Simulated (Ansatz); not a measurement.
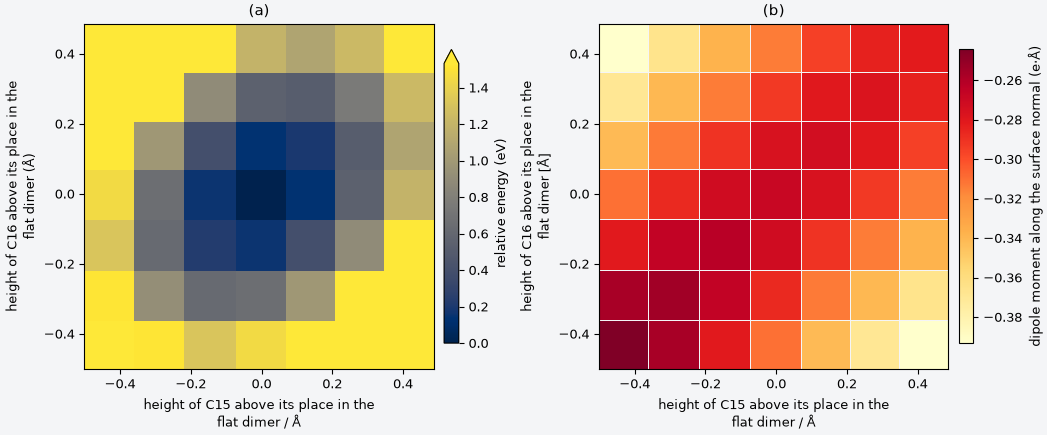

A C(100) slab cut from the Fd-3m phase, its lower face capped with 4 H atoms (20 atoms in the cell). Two atoms of the surface dimers are held at set heights. The first coordinate is: height of C15 above its place in the flat dimer; the second: height of C16 above its place in the flat dimer. Relaxed at each point: all atoms of the upper layers, but for the two heights. The grid has 7 × 7 points; 28 points were computed and 21 follow by symmetry. Points are written as (first, second). All energies are given in eV relative to the lowest grid point. These are results of DFT r2SCAN, scalar-relativistic, plane waves, PAW (Ansatz 0.2.0), not measurements. Settings: cutoff 500 eV, k-mesh 5×10×1, gaussian smearing 0.05 eV, no spin polarisation.

Panel (a) is the energy and panel (b) the computed dipole moment along the surface normal on the same grid.

The picture shows one coloured cell a grid point, one colour for all values above the top of the scale.

### How does the dipole moment along the surface normal vary over the map, and what is it at the lowest grid point?

It runs from −0.39 e·Å at (−0.431 Å, 0.417 Å) to −0.24 e·Å at (−0.431 Å, −0.431 Å). At the lowest grid point, (0.000 Å, 0.000 Å), it is −0.27 e·Å.

| second ↓, first → | −0.431 | −0.292 | −0.146 | 0.000 | 0.139 | 0.278 | 0.417 |
| --- | --- | --- | --- | --- | --- | --- | --- |
| 0.417 | −0.39 | −0.37 | −0.34 | −0.31 | −0.30 | −0.28 | −0.28 |
| 0.278 | −0.37 | −0.34 | −0.31 | −0.29 | −0.28 | −0.28 | −0.28 |
| 0.139 | −0.34 | −0.31 | −0.29 | −0.28 | −0.27 | −0.28 | −0.30 |
| 0.000 | −0.31 | −0.29 | −0.27 | −0.27 | −0.28 | −0.29 | −0.31 |
| −0.146 | −0.28 | −0.27 | −0.26 | −0.27 | −0.29 | −0.31 | −0.34 |
| −0.292 | −0.26 | −0.25 | −0.27 | −0.29 | −0.31 | −0.34 | −0.37 |
| −0.431 | −0.24 | −0.26 | −0.28 | −0.31 | −0.34 | −0.37 | −0.39 |
